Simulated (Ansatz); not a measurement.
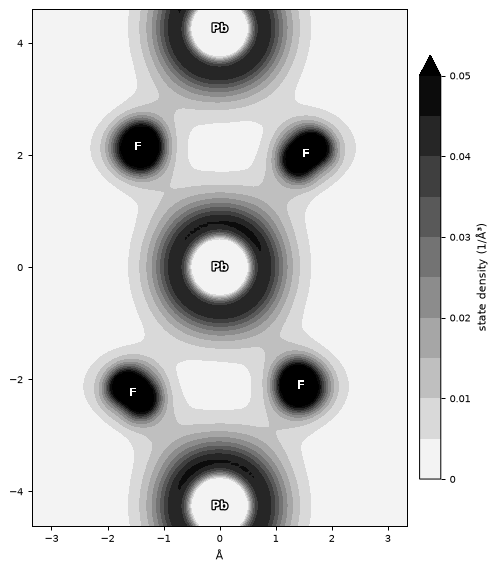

PbF$_{2}$. Density of the Kohn–Sham states from −6.3 to −4.7 eV about the valence-band maximum (a separate group of bands), scaled to one electron a cell: a map on the (101̄) plane of the conventional cell.

Space group Aea2; the calculation finds a residual pressure of about −4 GPa at this fixed cell. Spin-orbit coupling, left out here, splits and shifts the levels of such heavy elements, by tenths of an eV up to several eV. The cell comes from a database of computed structures, not from a measurement.

All numbers below come from DFT PBEsol, scalar-relativistic, plane waves, PAW in Ansatz 0.2.0.

In a PAW calculation such maps are meaningful between the atoms, not at the nuclei.

Which atoms and orbitals make up these states?

Answer. Löwdin projections on the PAW files' atomic orbitals give Pb 6s (70 %) and F 2p (30 %).
In space (atomic cells sized by Bader volumes) the density divides as Pb about 60 % and F about 40 %.
The group holds 4 electrons when full, in the cell of the calculation (6 atoms).

Run time: 13 s on 2 threads of Arm Neoverse N1, with other jobs on the host, peak memory 0.39 GiB.
